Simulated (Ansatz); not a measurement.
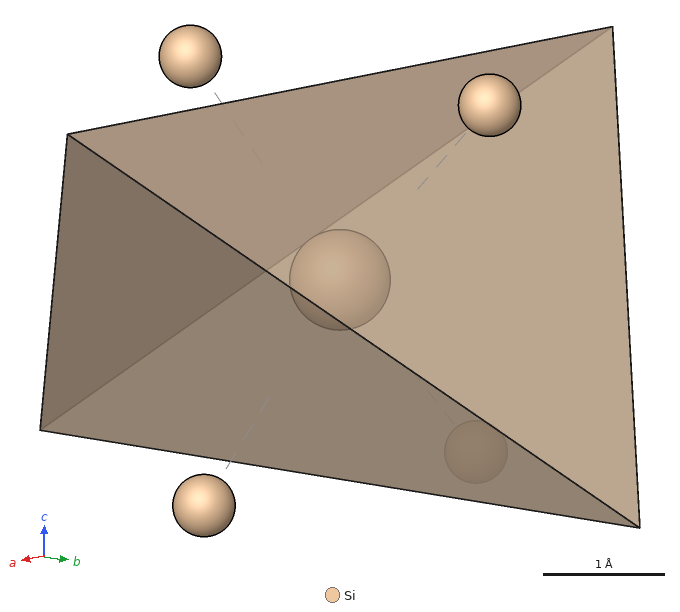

Voronoi cell (the region closer to this atom than to any other), computed from the atomic positions without radii. Central atom: Si (12d) in Si; faces take the colour of the neighbour behind them. Source: the geometry relaxed with DFT PBEsol, scalar-relativistic, plane waves, PAW (Ansatz).

Si, space group Im-3m (No. 229), a = 6.693 Å, b = 6.693 Å, c = 6.693 Å, α = 90.00°, β = 90.00°, γ = 90.00°

```json
{"site": "Si", "Wyckoff": "12d", "x": "0.0000", "y": "0.5000", "z": "0.2500"}
```

Question: Which neighbours share a face with the central atom?

Answer: 4 Si (100 % of the solid angle).

Question: What is the volume of this Voronoi cell?

Answer: 25.0 Å³, equal to the mean volume per atom.

Question: How many faces does the cell have, and of which kinds?

Answer: 4 faces, index ⟨4,0,0,0⟩.
